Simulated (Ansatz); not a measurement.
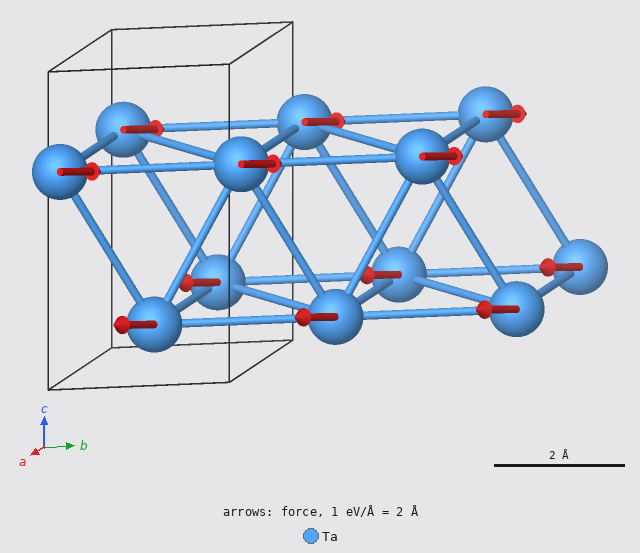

Starting geometry of a crystal of Ta (set up in P-1) with the computed forces as red arrows. A ball-and-stick model of the cell of the calculation, repeated 2 × 3 × 1 with one cell outlined, seen slightly off an axis.

Case: all atoms moved at random, sigma 0.25 Å for each component; relaxed back.

Computed with DFT LDA, scalar-relativistic, plane waves, PAW (Ansatz 0.2.0). Settings: plane-wave cutoff 420 eV; k-point mesh 12 × 12 × 8; occupations gaussian; smearing width 0.15 eV; no spin polarisation; cell and atoms relaxed; force threshold 0.01 eV/Å; at most 80 steps.

**Is this structure relaxed? If not, where do the atoms go?**

It isn't relaxed: the largest force vector, on Ta atoms, is 0.55 eV/Å. The atoms end up moving mostly along the starting forces (cosine between the two patterns 0.95). The largest moves relative to the cell, 0.11 Å, are those of Ta atoms. The drawn cell changes as follows: a 2.839 → 2.812 Å (−0.9 %), b 2.839 → 3.254 Å (+14.6 %), c 5.066 → 4.604 Å (−9.1 %), γ 120.0° → 125.4°; the volume changes by −2.8 %. Near-neighbour distances that change, for instance: Ta–Ta 3.677 → 3.249 Å, Ta–Ta 2.839 → 3.254 Å, Ta–Ta 3.406 → 3.249 Å, Ta–Ta 2.965 → 2.819 Å. The space group (tolerance 0.01 Å) goes from P-1 (No. 2) to I4/mmm (No. 139). After 6 accepted moves (8 points after the start) the energy has fallen by 195 meV per atom. The largest force component goes from 0.52 to under 0.0001 eV/Å. The pressure goes from −0.78 to 0.00 GPa. The SCF was repeated twice at an unchanged geometry on a basis and grid sized afresh for the cell, which shifted the energy by 0.8 meV per atom at most.
